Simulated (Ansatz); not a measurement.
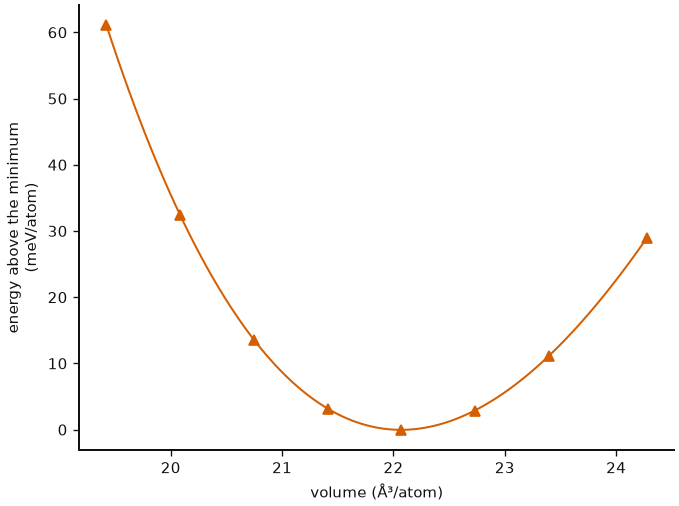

The picture above shows the energy above the minimum against volume for Mg₂Ge, space group Fm-3m (No. 225).

Structure:
```xyz
3
Lattice="0.0000 3.2110 3.2110 3.2110 0.0000 3.2110 3.2110 3.2110 0.0000" Properties=species:S:1:pos:R:3 pbc="T T T"
Mg    1.6055    1.6055    1.6055
Mg    4.8164    4.8164    4.8164
Ge    0.0000    0.0000    0.0000
```

How it was computed, with Ansatz 0.2.0: third-order Birch-Murnaghan fit to density functional energies at scaled volumes of the given relaxed cell, shape and atoms relaxed at each volume; energies count from the fitted minimum; plane waves with PAW datasets, Γ-centred k mesh. Level: PBE, no spin polarisation.

| setting | value |
| --- | --- |
| wave cutoff | 420 eV |
| k mesh | 10×10×10 |
| occupations | Gaussian |
| smearing width | 0.01 eV |

From this curve and the settings, what does the calculation give for the pressure and gap on the k mesh at the same points?

The pressure falls from 8.26 GPa at volume 19.422 Å³/atom to −3.87 GPa at 24.278 Å³/atom, and changes sign near 22.07 Å³/atom. The gap on the k mesh stays open and runs from 0.041 eV at volume 19.422 Å³/atom to 0.242 eV at 24.278 Å³/atom.

```csv
volume (Å³/atom),pressure (GPa),gap on the k mesh (eV)
19.422,8.26,0.041
20.084,5.68,0.077
20.746,3.49,0.109
21.408,1.60,0.139
22.071,-0.01,0.166
22.733,-1.38,0.191
23.395,-2.56,0.214
24.278,-3.87,0.242
```

Note: a crossing between the sampled k points may be missed.
